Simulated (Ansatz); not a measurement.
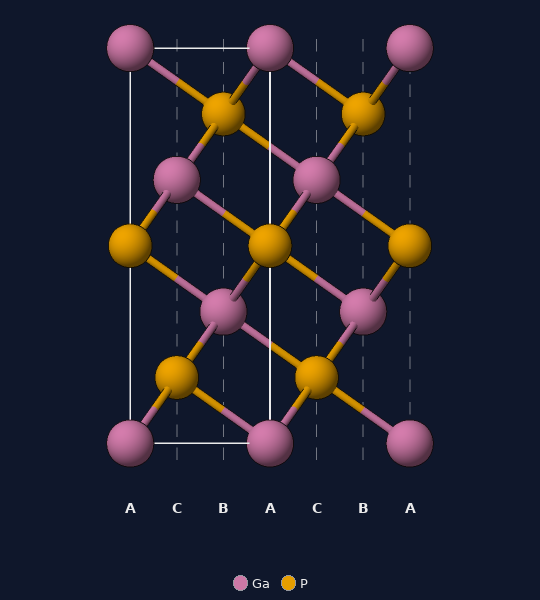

Projection along an edge of the hexagonal mesh, stacking direction [111] upwards. The dashed lines mark the three columns A (0, 0), B (1/3, 2/3) and C (2/3, 1/3). The box is the hexagonal cell of the face-centred cubic lattice. The sequence starts with the first layer at or above the cell's origin.

GaP (space group Fm-3m, No. 225). Coordinates: the end point of a relaxation with DFT, PBEsol, plane waves, PAW (Ansatz).

Q: Give the sequence of layers in one repeat, with element and column.

A: Ga(A) – P(C) – Ga(B) – P(A) – Ga(C) – P(B) (six layers in 8.81 Å).

Q: How are the P layers alone stacked?

A: P layers alone: CAB, the cubic close-packed type.

Q: Which positions between or in the P layers do the other atoms fill?

A: Ga: three octahedral sites, counted in one hexagonal cell.
